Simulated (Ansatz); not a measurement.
**What a change does: geometry relaxation on Ta3HN3**

System: Ta3HN3 (slab, 7 atoms in the cell).
Method of run A: DFT r2SCAN, scalar-relativistic, plane waves, PAW, no spin polarisation (Ansatz 0.2.0).

The structure derives from an entry of the Crystallography Open Database. The input holds or restrains some coordinates. Forces given for the steps count only the free coordinates. Text and figures count atoms from 1; the logs count them from 0 in places.

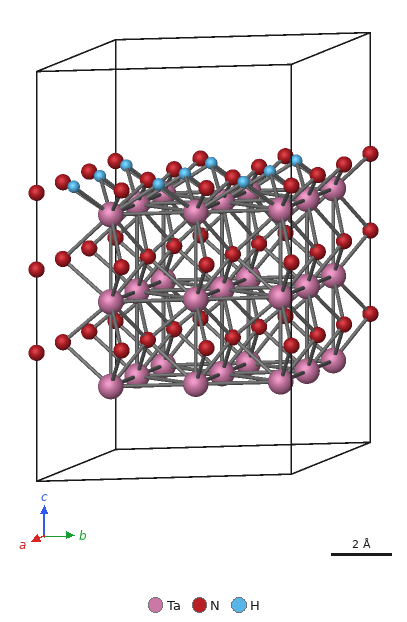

Figure 1. The input geometry (ball-and-stick view of the 3 × 3 repeat of the cell, with the vacuum cut short, seen slightly off an axis). An atom can appear more than once, as a periodic image.

The input, run A:
```yaml
crystal:
  lattice:
    - [2.9361543272, 0.0, 0.0]
    - [-1.4680771636, 2.5427842368, 0.0]
    - [0.0, 0.0, 26.2115463819]
  atoms:
    - { symbol: Ta, position: [0.3333333333, 0.6666666667, 0.3242845682] }
    - { symbol: "N", position: [0.0, 0.0, 0.3793102906] }
    - { symbol: Ta, position: [0.3333333333, 0.6666666667, 0.4343360131] }
    - { symbol: "N", position: [0.0, 0.0, 0.4874333139] }
    - { symbol: Ta, position: [0.3333333333, 0.6666666667, 0.5476823742] }
    - { symbol: "N", position: [0.0, 0.0, 0.5871021027] }
    - { symbol: H, position: [0.6666666667, 0.3333333333, 0.5893911703] }
basis:
  ecutwfc: 500
kpoints:
  mp_grid: { grid: [12, 12, 1] }
hamiltonian:
  xc: r2scan
scf:
  occupations: { method: gaussian, width: 0.1 }
output:
  forces: true
  eigenvalues: true
  write_density: true
  write_potential: true
  elf: true
  volumetric_format: npy
relax:
  adjacent_minimum: "off"
  f_tol: 0.03
  max_steps: 70
  constraints: [{ sites: [0, 1, 2] }]
efield:
  axis: 3
  dipole_correction: true
  ramp_width: 0.04
```

Launched with:
```bash
ansatz run input.yaml --threads 2 --pin off --max-ram 5120MiB --backend cpu --events-out ev --progress --plain --runs-dir out
```

Hardware: 2 threads of AMD EPYC (Zen 5), 32 GiB of memory available, shared host.

Output, shortened to warnings, some set-up lines, iterations and results (run A):
```
WARN: The output density's exchange-correlation potential varies sharply where the density is thin. Do not read a vacuum level from v_tot or v_xc, or from such a field of the output density. On a cell that repeats whose density bears no net charge and no dipole along the vacuum's axis use v_es (v_loc + v_h of the components); under efield.dipole_correction with no amplitude use v_es + v_field, …
Basis set: ecut = 500 eV, 5075 PW (Γ), exchange–correlation on 96×96×768 points (64 copies of the dense FFT grid, shifted against one another)
Symmetry: 6 space group operations
k-points: 19 of 144 (time reversal used)
Initial density: superposition of atomic densities (neutral atoms: chi_scale 0, normalization atom), corrected by the library's trained network
[...]
SCF iter   1: F=—  HF=-31005.333428 eV  |F-HF|=—  |Δ(HF+E_count)|=         —  Δρ=1.45e-2  dr2=8.79e0  dr2_τ=4.72e-1  ethr=1.77e-3  p=0.061 e·Å  D=5.62e-2 V/Å  ΔV_dip=-1.47 eV …
SCF iter   2: F=—  HF=-31005.594643 eV  |F-HF|=—  |Δ(HF+E_count)|=   2.61e-1  Δρ=1.35e-2  dr2=1.08e1  dr2_τ=1.01e-1  ethr=1.77e-3  p=-0.041 e·Å  D=-3.79e-2 V/Å  ΔV_dip=0.99 …
SCF iter   3: F=—  HF=-31005.386448 eV  |F-HF|=—  |Δ(HF+E_count)|=   2.08e-1  Δρ=2.58e-3  dr2=1.34e-2  dr2_τ=1.39e-3  ethr=1.77e-3  p=-0.010 e·Å  D=-9.32e-3 V/Å  ΔV_dip=0.24 …
SCF iter   4: F=—  HF=-31005.390034 eV  |F-HF|=—  |Δ(HF+E_count)|=   3.59e-3  Δρ=1.01e-3  dr2=6.98e-3  dr2_τ=3.52e-4  ethr=2.44e-5  p=-0.017 e·Å  D=-1.56e-2 V/Å  ΔV_dip=0.41 …
SCF iter   5: F=—  HF=-31005.390143 eV  |F-HF|=—  |Δ(HF+E_count)|=   1.09e-4  Δρ=4.43e-4  dr2=4.36e-4  dr2_τ=5.32e-5  ethr=1.27e-5  p=-0.019 e·Å  D=-1.72e-2 V/Å  ΔV_dip=0.45 …
[... 77 lines ...]
SCF 11 converged in 4 iterations: F = -31005.960213 eV  dr2 = 3.10e-8
relax step  11: F+E_penalty+E_count = -31005.96021321 eV  Δ(F+E_penalty+E_count) = -1.796e-6 eV  max|allowed force component| = 1.151e-2 eV/Å  Δτ_max = 0.0000 Å  (4 SCF …
SCF iter   1: F=—  HF=-31005.960213 eV  |F-HF|=—  |Δ(HF+E_count)|=         —  Δρ=2.89e-6  dr2=3.10e-8  dr2_τ=2.43e-9  ethr=5.56e-11  p=-0.038 e·Å  D=-3.53e-2 V/Å  ΔV_dip=0.92 …
SCF iter   2: F=-31005.960213 eV  HF=-31005.960213 eV  |F-HF|=1.17e-8  |Δ(HF+E_count)|=   1.52e-8  Δρ=2.56e-6  dr2=2.11e-8  dr2_τ=1.92e-9  ethr=5.56e-11  p=-0.038 e·Å  …
SCF 12 converged in 2 iterations: F = -31005.960213 eV  dr2 = 2.11e-8
WARN: The output density's exchange-correlation potential varies sharply where the density is thin. Do not read a vacuum level from v_tot or v_xc, or from such a field of the output density. On a cell that repeats whose density bears no net charge and no dipole along the vacuum's axis use v_es …
SCF converged after 2 iterations
Free energy (F): -31005.960213 eV
Harris-Foulkes:  -31005.960213 eV  (|F-HF|=1.17e-8)
Internal energy: -31005.940436 eV  (E = F + TS)
E sigma→0 (E₀):  -31005.950325 eV
Entropy (-TS):   -0.019777 eV (-2.825 meV/atom)
Fermi energy:    2.904310 eV
Dipole field:    D = -0.035280 V/Å  (p = -0.038154 e·Å, saw-weighted, corrected)
Work function:   Φ+ = 6.0729 eV   Φ− = 5.1482 eV
[...]
```

The input of run B differs as follows (lines with − go, lines with + come):
```diff
-  mp_grid: { grid: [12, 12, 1] }
+  mp_grid: { grid: [12, 12, 1], shift: [0.5, 0.5, 0.0] }
-  write_density: true
-  write_potential: true
-  elf: true
-  volumetric_format: npy
```

What does this change do to the results?

The free energy of run B is 94.4 meV per atom lower, which measures how much it depends on this numerical setting. The SCF takes 76 iterations over all geometry steps against 64. The irreducible k-points go from 19 to 42. On the same kind of shared host run B took about 2.2 times as long.

Output, shortened to warnings, some set-up lines, iterations and results (run B):
```
Warning: crystal.symmetry: narrowed to the stabiliser of the k-point mesh — unitary ops 6 → 2; excluded 4 operations that carry a point of the 12×12×1 mesh (shift [0.5, 0.5, 0]) off the mesh (the run samples exactly the mesh kpoints.mp_grid names, as under crystal.symmetry.detect: false, and its converged state has the mesh's symmetry, not the crystal's; ε∞, the Born charges and the force …
Basis set: ecut = 500 eV, 5075 PW (Γ), exchange–correlation on 96×96×768 points (64 copies of the dense FFT grid, shifted against one another)
Symmetry: 2 space group operations
k-points: 42 of 144 (time reversal used)
Initial density: superposition of atomic densities (neutral atoms: chi_scale 0, normalization atom), corrected by the library's trained network
[...]
SCF iter   1: F=—  HF=-31005.338876 eV  |F-HF|=—  |Δ(HF+E_count)|=         —  Δρ=1.41e-2  dr2=8.01e0  dr2_τ=4.66e-1  ethr=1.77e-3  p=0.061 e·Å  D=5.62e-2 V/Å  ΔV_dip=-1.47 eV …
SCF iter   2: F=—  HF=-31005.687081 eV  |F-HF|=—  |Δ(HF+E_count)|=   3.48e-1  Δρ=1.49e-2  dr2=1.18e1  dr2_τ=1.07e-1  ethr=1.77e-3  p=-0.047 e·Å  D=-4.34e-2 V/Å  ΔV_dip=1.14 …
SCF iter   3: F=—  HF=-31005.384133 eV  |F-HF|=—  |Δ(HF+E_count)|=   3.03e-1  Δρ=2.53e-3  dr2=2.99e-2  dr2_τ=1.27e-3  ethr=1.77e-3  p=-0.013 e·Å  D=-1.17e-2 V/Å  ΔV_dip=0.31 …
SCF iter   4: F=—  HF=-31005.387326 eV  |F-HF|=—  |Δ(HF+E_count)|=   3.19e-3  Δρ=9.61e-4  dr2=1.00e-2  dr2_τ=2.33e-4  ethr=5.45e-5  p=-0.017 e·Å  D=-1.62e-2 V/Å  ΔV_dip=0.42 …
SCF iter   5: F=—  HF=-31005.387616 eV  |F-HF|=—  |Δ(HF+E_count)|=   2.90e-4  Δρ=3.45e-4  dr2=3.90e-4  dr2_τ=2.77e-5  ethr=1.82e-5  p=-0.019 e·Å  D=-1.72e-2 V/Å  ΔV_dip=0.45 …
[... 93 lines ...]
SCF 13 converged in 6 iterations: F = -31006.620864 eV  dr2 = 4.32e-8
relax step  13: F+E_penalty+E_count = -31006.62086415 eV  Δ(F+E_penalty+E_count) = -3.085e-4 eV  max|allowed force component| = 2.385e-2 eV/Å  Δτ_max = 0.0090 Å  (6 SCF …
SCF iter   1: F=—  HF=-31006.620864 eV  |F-HF|=—  |Δ(HF+E_count)|=         —  Δρ=3.50e-6  dr2=4.32e-8  dr2_τ=3.63e-9  ethr=7.82e-11  p=-0.009 e·Å  D=-8.49e-3 V/Å  ΔV_dip=0.22 …
SCF iter   2: F=-31006.620864 eV  HF=-31006.620864 eV  |F-HF|=2.47e-8  |Δ(HF+E_count)|=   3.73e-8  Δρ=3.11e-6  dr2=3.34e-8  dr2_τ=2.67e-9  ethr=7.82e-11  p=-0.009 e·Å  …
SCF 14 converged in 2 iterations: F = -31006.620864 eV  dr2 = 3.34e-8
SCF converged after 2 iterations
Free energy (F): -31006.620864 eV
Harris-Foulkes:  -31006.620864 eV  (|F-HF|=2.47e-8)
Internal energy: -31006.604897 eV  (E = F + TS)
E sigma→0 (E₀):  -31006.612881 eV
Entropy (-TS):   -0.015967 eV (-2.281 meV/atom)
Fermi energy:    3.120597 eV
Dipole field:    D = -0.008454 V/Å  (p = -0.009143 e·Å, saw-weighted, corrected)
Work function:   Φ+ = 5.3485 eV   Φ− = 5.1269 eV
Levels:          The Fermi level and band energies are counted from a zero that moves with the ramp; work functions are not
--- Per-component energies (eV) ---
  E_band       = -1087.211342
  E_kinetic    = 1508.080553
  E_local      = -73489.862082  (includes V_loc(G=0)·N_el)
  E_nonlocal   = 179.752179
  E_hartree    = 36009.929929
  E_xc         = -801.852503
  E_vxc        = -932.820607  (∫ρ·V_xc dr)
  E_paw        = -25655.846612  (= ΣΔE_a)
  E_vpaw       = -420.794899  (= ΣTr[D̂ρ^β])
  E_aug_tail   = -0.000018  (compensation charges beyond the density's cutoff)
  E_vtau       = 48.622652  (kinetic-family band-sum trace: ∫τ·v_τ [+ j·A + Jᵃ·Aᵃ] dr)
  E_efield     = 0.000039  (sawtooth field / dipole correction)
  E_vefield    = -0.056142  (∫n·V_field dr)
  E_ewald      = 31245.551153
  E_core_change = -2.357535  (= ΣΔE_core)
  E_smearing   = -0.015967  (= −TS)
  E_closure    = -0.000000  (closes the sum)
  Σ components = -31006.620864   (vs F -31006.620864, Δ=0.00e0)
--- Forces (eV/Å), atoms counted from 1 ---
  atom   1  Ta     0.00228482    -0.00131914    -0.09167835
  atom   2  N     -0.01325054     0.00765020     0.30455063
  atom   3  Ta     0.01330274    -0.00768034    -0.21273289
  atom   4  N      0.00273021    -0.00157629    -0.00111755
  atom   5  Ta    -0.00759174     0.00438309     0.02382196
  atom   6  N      0.00283077    -0.00163434    -0.01144503
  atom   7  H     -0.00029202     0.00016860    -0.01142379
  max |Σ_I F_I| component: 2.50e-5 eV/Å
--- Relaxed structure (13 steps of the walk, 13 accepted, 0 SCFs on fresh bases) ---
  F+E_penalty+E_count = -31006.62086415 eV   max|allowed force component| = 2.385e-2 eV/Å
  atoms:
    - { symbol: Ta, position: [0.3333333333333334, 0.6666666666666667, 0.32428456820000007] }
    - { symbol: N, position: [3.172065784597145e-17, 2.832201593401848e-17, 0.37931029060000004] }
    - { symbol: Ta, position: [0.3333333333333334, 0.6666666666666667, 0.43433601310000003] }
    - { symbol: N, position: [0.00011134492828154813, -0.00011134492828148703, 0.4881471606617545] }
    - { symbol: Ta, position: [0.33161613125657396, 0.668383868743426, 0.545256823777589] }
    - { symbol: N, position: [0.011584104336953279, -0.011584104336953201, 0.5942457899726566] }
[...]
```

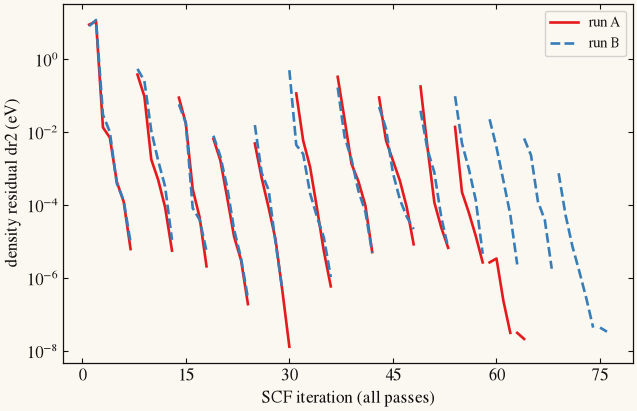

Figure 2. Convergence of the two runs: density residual dr2 against the SCF iteration. A break in a curve parts two SCF passes. Run A takes 64 iterations in all, and run B takes 76.

The two runs side by side:

```csv
quantity,run A,run B
outcome,converged,converged
free energy per atom (eV),−4429.4229,−4429.5173
"energy per atom, smearing taken to zero (eV)",−4429.4215,−4429.5161
gap on the mesh (eV),0.00,0.00
work function (eV),6.07,–
largest force (eV/Å),0.323,0.305
SCF iterations,64,76
irreducible k-points,19,42
wall time (shared host),54 s,2 min
```

For both runs: Spin–orbit coupling is left out, which matters for Ta. The cell holds an odd number of electrons but the run has no spin polarisation, so a band is left half filled. For run A: Warnings: the exchange-correlation potential is rough where the density is thin. For run B: Warnings: the k-point mesh lowers the symmetry that the run can use.
